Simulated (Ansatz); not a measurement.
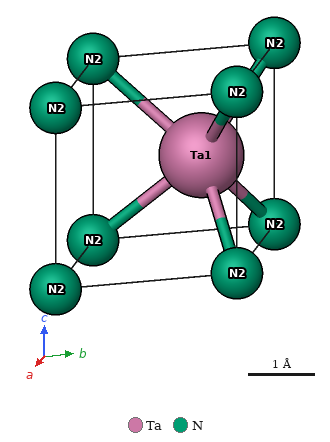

Figure 1. The input geometry (ball-and-stick view of the cell of the calculation, seen slightly off an axis; atoms are numbered from 1 in the order of the input). Near neighbours in the crystal (not all of them lie inside the picture): Ta has 6 N at 2.23 Å and 8 Ta at 2.88 to 2.94 Å; N has 6 Ta at 2.23 Å.

**Single-point calculation of TaN (part 1 of 2)**

TaN (2 atoms in the cell), computed with DFT r2SCAN+U, scalar-relativistic, plane waves, PAW, Ueff = 3 eV on Ta atom 1 d, spin-polarised (Ansatz 0.2.0).

The structure derives from an entry of the Crystallography Open Database. It belongs to a series of runs on one base structure; here: from atoms, default search. Figures and captions count atoms from 1; the log counts them from 0 in places.

### Output
```
Ta: projections on atomic orbitals take those of the free atom [Kr 4d10 4f14] 5s2 5p6 5d3 6s2, of charge +0.00 (hamiltonian.pseudopotentials.projection_atoms); the dataset's partial waves leave at most 6.0e-5 of an orbital's norm unspanned inside its sphere
N: projections on atomic orbitals take those of the free atom [He] 2s2 2p3, of charge +0.00 (hamiltonian.pseudopotentials.projection_atoms); the dataset's partial waves leave at most 9.3e-9 of an orbital's norm unspanned inside its sphere
Engine: ansatz 0.2.0, aarch64-unknown-linux-gnu
Pseudopotentials: kind: paw
Pseudopotential: Ta, paw, valence charge 13, recommended cutoff 500 eV (meta_gga), Ta.paw.azcp
Pseudopotential: N, paw, valence charge 5, recommended cutoff 500 eV (meta_gga), N.paw.azcp
Functional definition: r2SCAN
  parameter k0 = 0.174
  parameter k1 = 0.065
  parameter a1 = 4.9479
  exchange = r2scan_x(k0 = k0, k1 = k1, a1 = a1)
  correlation = r2scan_c
Crystal: 2 atoms, lattice volume = 21.552 Å³
Basis set: ecut = 500 eV, 551 PW (Γ), exchange–correlation on 96×96×96 points (64 copies of the dense FFT grid, shifted against one another)
Bands: 14, of which v1, the nominal top of the filled ones, is band 9 counted from 1 (8 counted from 0)
Symmetry: 12 space group operations
Space group: P-6m2 (ITA 187), of the structure as read, at distance tolerance 2.8e-5 Å
Magnetic group: BNS 187.209 (UNI 1439), of the structure as read, at distance tolerance 2.8e-5 Å
k-points: 32 of 343 (time reversal used)
Non-local potential: Ta, projectors of the file, l = 0: 3, l = 1: 2, l = 2: 2, l = 3: 1
Non-local potential: N, projectors of the file, l = 0: 2, l = 1: 2, l = 2: 1
PAW form: soft (Blöchl's): semilocal exchange-correlation on the pseudo side does not see the compensation charge
PAW frozen core: Ta, regenerated for the run's functional (the file was generated under x = pbe(κ = 0.804, μ = 0.2195149727645171), c = pbe(β = 0.06672455060314922))
PAW frozen core: N, regenerated for the run's functional (the file was generated under x = pbe(κ = 0.804, μ = 0.2195149727645171), c = pbe(β = 0.06672455060314922))
PAW one-centre angular grid: Ta, 590 points (default); XC on 160 Gauss nodes
PAW one-centre angular grid: N, 302 points (default); XC on 160 Gauss nodes
Initial density: superposition of atomic densities (chi_scale 0.1, normalization cell, long waves kept (reshape's long-wave potential 0.00 eV rms))
Starting moments: Σ|m| = 2 μB on 1 of 2 sites
Initial wavefunctions: pseudopotential atomic-orbital guess
Functional: x = r2scan, c = r2scan; τ floored in thin density (d = 2e-4 eV/Å³)
iter 1 solved again at ethr=3.02e-3 eV; its pass at ethr=3.10e-3 eV (dr2=5.44e-1 eV) is discarded
SCF iter   1: F=—  HF=-10326.725282 eV  |F-HF|=—  |Δ(HF+E_count)|=         —  Δρ=8.23e-2 (↑8.09e-2 ↓8.23e-2)  dr2=5.45e-1  dr2_τ=1.50e-1  dr2_m=1.15e0  M=0.231 μB ∫|m|=0.579 μB  β_m=0.30  ethr=3.02e-3  ⟨swp⟩=1.0  Hψ=6040  notcnv=0
preconditioner: auto → none  [metal: Δε(μ)=0.007 eV  Ē_g=12.977 eV  σ=0.050 eV  W_gap=0.08  n_scr=8 (ndim 8)  ℏωp=25.3 eV  f_vac=0.000  D(μ)=1.32/eV (n_scr^D=20)  sad-step TF]
SCF iter   2: F=—  HF=-10327.485679 eV  |F-HF|=—  |Δ(HF+E_count)|=   7.60e-1  Δρ=6.07e-2 (↑5.98e-2 ↓6.07e-2)  dr2=2.77e-1  dr2_τ=1.22e-2  dr2_m=6.17e-1  M=0.154 μB ∫|m|=0.481 μB  β_m=0.30  ethr=3.02e-3  ⟨swp⟩=2.5  Hψ=1338  notcnv=0  κ⁻¹=1.0e0(r=1)
SCF iter   3: F=—  HF=-10327.915435 eV  |F-HF|=—  |Δ(HF+E_count)|=   4.30e-1  Δρ=4.33e-2 (↑4.18e-2 ↓4.33e-2)  dr2=3.32e-2  dr2_τ=7.28e-3  dr2_m=3.42e-1  M=0.072 μB ∫|m|=0.366 μB  β_m=0.30  ethr=1.54e-3  ⟨swp⟩=2.7  Hψ=1712  notcnv=0  defer=39  κ⁻¹=1.6e-2(r=2)
SCF iter   4: F=—  HF=-10328.139541 eV  |F-HF|=—  |Δ(HF+E_count)|=   2.24e-1  Δρ=3.18e-2 (↑3.18e-2 ↓3.08e-2)  dr2=1.05e-2  dr2_τ=2.80e-3  dr2_m=1.91e-1  M=0.023 μB ∫|m|=0.279 μB  β_m=0.30  ethr=1.85e-4  ⟨swp⟩=2.3  Hψ=1561  notcnv=0  defer=56  κ⁻¹=1.5e-3(r=3)
SCF iter   5: F=—  HF=-10328.257463 eV  |F-HF|=—  |Δ(HF+E_count)|=   1.18e-1  Δρ=2.28e-2 (↑2.28e-2 ↓2.22e-2)  dr2=2.41e-3  dr2_τ=1.10e-3  dr2_m=9.92e-2  M=0.023 μB ∫|m|=0.238 μB  β_m=0.30  ethr=5.84e-5  ⟨swp⟩=1.6  Hψ=1128  notcnv=0  defer=56  κ⁻¹=1.6e-4(r=4)
SCF iter   6: F=—  HF=-10328.323780 eV  |F-HF|=—  |Δ(HF+E_count)|=   6.63e-2  Δρ=1.69e-2 (↑1.69e-2 ↓1.63e-2)  dr2=1.10e-3  dr2_τ=6.22e-4  dr2_m=5.42e-2  M=0.013 μB ∫|m|=0.196 μB  β_m=0.30  ethr=1.34e-5  ⟨swp⟩=2.0  Hψ=1340  notcnv=0  defer=56  κ⁻¹=1.3e-4(r=5)
SCF iter   7: F=—  HF=-10328.360689 eV  |F-HF|=—  |Δ(HF+E_count)|=   3.69e-2  Δρ=1.22e-2 (↑1.22e-2 ↓1.22e-2)  dr2=2.59e-5  dr2_τ=3.21e-4  dr2_m=2.95e-2  M=0.012 μB ∫|m|=0.165 μB  β_m=0.31  ethr=6.11e-6  ⟨swp⟩=2.7  Hψ=1486  notcnv=0  defer=55
Mixer restart at iter 7: flushing history
spin-set hold released at iteration 7 (site moments contracting): the magnetisation degrees of freedom join the quasi-Newton model from the next iteration; the mixer history was flushed
SCF iter   8: F=—  HF=-10328.381880 eV  |F-HF|=—  |Δ(HF+E_count)|=   2.12e-2  Δρ=9.02e-3 (↑8.95e-3 ↓9.02e-3)  dr2=1.32e-5  dr2_τ=1.75e-4  dr2_m=1.60e-2  M=0.012 μB ∫|m|=0.139 μB  β_m=0.30  ethr=1.44e-7  ⟨swp⟩=3.0  Hψ=1671  notcnv=0  defer=55  κ⁻¹=1.0e0(r=1)
SCF iter   9: F=—  HF=-10328.408673 eV  |F-HF|=—  |Δ(HF+E_count)|=   2.68e-2  Δρ=2.78e-3 (↑2.69e-3 ↓2.78e-3)  dr2=3.02e-5  dr2_τ=2.04e-5  dr2_m=1.47e-3  M=0.009 μB ∫|m|=0.062 μB  β_m=0.30  ethr=7.32e-8  ⟨swp⟩=4.5  Hψ=2293  notcnv=0  defer=54  κ⁻¹=7.8e-4(r=2)
SCF iter  10: F=—  HF=-10328.410692 eV  |F-HF|=—  |Δ(HF+E_count)|=   2.02e-3  Δρ=1.23e-3 (↑1.23e-3 ↓9.83e-4)  dr2=2.26e-5  dr2_τ=6.37e-6  dr2_m=2.40e-4  M=0.005 μB ∫|m|=0.027 μB  β_m=0.51  ethr=7.32e-8  ⟨swp⟩=3.2  Hψ=2025  notcnv=0  defer=58  κ⁻¹=2.1e-4(r=3)
SCF iter  11: F=—  HF=-10328.411071 eV  |F-HF|=—  |Δ(HF+E_count)|=   3.79e-4  Δρ=3.15e-4 (↑2.37e-4 ↓3.15e-4)  dr2=8.05e-6  dr2_τ=1.07e-6  dr2_m=1.31e-5  M=0.003 μB ∫|m|=0.009 μB  β_m=0.49  ethr=7.32e-8  ⟨swp⟩=3.0  Hψ=1720  notcnv=0  defer=58  κ⁻¹=1.9e-4(r=4)
SCF iter  12: F=—  HF=-10328.411098 eV  |F-HF|=—  |Δ(HF+E_count)|=   2.73e-5  Δρ=1.67e-4 (↑1.33e-4 ↓1.67e-4)  dr2=3.87e-6  dr2_τ=8.81e-8  dr2_m=3.22e-6  M=0.002 μB ∫|m|=0.005 μB  β_m=0.96  ethr=4.47e-8  ⟨swp⟩=2.2  Hψ=1291  notcnv=0  defer=58  κ⁻¹=5.8e-5(r=5)
SCF iter  13: F=—  HF=-10328.411112 eV  |F-HF|=—  |Δ(HF+E_count)|=   1.37e-5  Δρ=2.77e-5 (↑2.77e-5 ↓2.69e-5)  dr2=2.01e-7  dr2_τ=3.75e-9  dr2_m=3.10e-8  M=0.001 μB ∫|m|=0.001 μB  β_m=0.30  ethr=2.15e-8  ⟨swp⟩=2.2  Hψ=1434  notcnv=0  defer=59  κ⁻¹=1.3e-5(r=6)
SCF iter  14: F=—  HF=-10328.411113 eV  |F-HF|=—  |Δ(HF+E_count)|=   1.16e-6  Δρ=2.11e-5 (↑1.41e-5 ↓2.11e-5)  dr2=7.63e-8  dr2_τ=3.29e-9  dr2_m=2.11e-8  M=0.000 μB ∫|m|=0.001 μB  β_m=0.30  ethr=5.56e-10  ⟨swp⟩=13.5  Hψ=6236  notcnv=0  κ⁻¹=3.5e-6(r=7)
iter 15 did not close the SCF: its close was put off for a magnetic moment that had not settled (scf_convergence_deferred on its scf_iter line)
SCF iter  15: F=-10328.411114 eV  HF=-10328.411114 eV  |F-HF|=8.82e-8  |Δ(HF+E_count)|=   1.06e-6  Δρ=1.13e-5 (↑1.13e-5 ↓8.45e-6)  dr2=1.02e-8  dr2_τ=5.86e-10  dr2_m=1.65e-8  M=0.000 μB ∫|m|=0.000 μB  β_m=1.20  ethr=4.24e-10  ⟨swp⟩=9.9  Hψ=6061  notcnv=0  κ⁻¹=1.4e-7(r=8)
iter 16 did not close the SCF: its close was put off for a magnetic moment that had not settled (scf_convergence_deferred on its scf_iter line)
SCF iter  16: F=-10328.411114 eV  HF=-10328.411114 eV  |F-HF|=1.46e-8  |Δ(HF+E_count)|=   1.19e-7  Δρ=5.46e-6 (↑5.46e-6 ↓3.86e-6)  dr2=3.16e-9  dr2_τ=3.48e-10  dr2_m=2.68e-9  M=-0.000 μB ∫|m|=0.000 μB  β_m=0.56  ethr=5.66e-11  ⟨swp⟩=6.0  Hψ=4822  notcnv=0  κ⁻¹=1.1e-7(r=8)
iter 17 did not close the SCF: its close was put off for a magnetic moment that had not settled (scf_convergence_deferred on its scf_iter line)
SCF iter  17: F=-10328.411114 eV  HF=-10328.411114 eV  |F-HF|=7.48e-9  |Δ(HF+E_count)|=   1.58e-8  Δρ=1.74e-6 (↑1.74e-6 ↓1.67e-6)  dr2=3.28e-10  dr2_τ=1.54e-11  dr2_m=3.47e-10  M=-0.000 μB ∫|m|=0.000 μB  β_m=0.32  ethr=1.75e-11  ⟨swp⟩=5.7  Hψ=4609  notcnv=0  κ⁻¹=1.9e-6(r=8)
iter 18 did not close the SCF: its close was put off for a magnetic moment that had not settled (scf_convergence_deferred on its scf_iter line)
SCF iter  18: F=-10328.411114 eV  HF=-10328.411114 eV  |F-HF|=1.58e-9  |Δ(HF+E_count)|=   8.74e-9  Δρ=1.43e-6 (↑1.22e-6 ↓1.43e-6)  dr2=6.76e-11  dr2_τ=9.70e-12  dr2_m=3.23e-10  M=0.000 μB ∫|m|=0.000 μB  β_m=0.37  ethr=1.82e-12  ⟨swp⟩=4.9  Hψ=4244  notcnv=0  κ⁻¹=1.1e-6(r=8)
iter 19 did not close the SCF: its close was put off for a magnetic moment that had not settled (scf_convergence_deferred on its scf_iter line)
SCF iter  19: F=-10328.411114 eV  HF=-10328.411114 eV  |F-HF|=2.27e-10  |Δ(HF+E_count)|=   1.98e-9  Δρ=8.17e-7 (↑8.17e-7 ↓8.07e-7)  dr2=1.83e-11  dr2_τ=2.68e-12  dr2_m=1.23e-10  M=0.000 μB ∫|m|=0.000 μB  β_m=0.75  ethr=1.00e-12  ⟨swp⟩=4.7  Hψ=4165  notcnv=0  κ⁻¹=6.9e-6(r=8)
SCF iter  20: F=-10328.411114 eV  HF=-10328.411114 eV  |F-HF|=2.36e-11  |Δ(HF+E_count)|=  4.35e-10  Δρ=2.89e-7 (↑2.89e-7 ↓1.81e-7)  dr2=4.40e-12  dr2_τ=2.36e-13  dr2_m=9.62e-12  M=0.000 μB ∫|m|=0.000 μB  ethr=1.00e-12  ⟨swp⟩=4.4  Hψ=4058  notcnv=0
SCF 1 converged in 20 iterations: F = -10328.411114 eV  dr2 = 4.40e-12
  greatest PAW one-centre occupation: 0.998 electrons in one spin orbital (limit 2), on the Ta atom at site 0 (counted from 0), in its partial waves of l = 0
Bands: 15, of which v1, the nominal top of the filled ones, is band 9 counted from 1 (8 counted from 0)
Symmetry: 1 space group operations
k-points: 172 of 343 (time reversal used)
Starting moments: Σ|m| = 3 μB on 1 of 2 sites
iter 1 solved again at ethr=3.06e-3 eV; its pass at ethr=3.10e-3 eV (dr2=5.51e-1 eV) is discarded
```
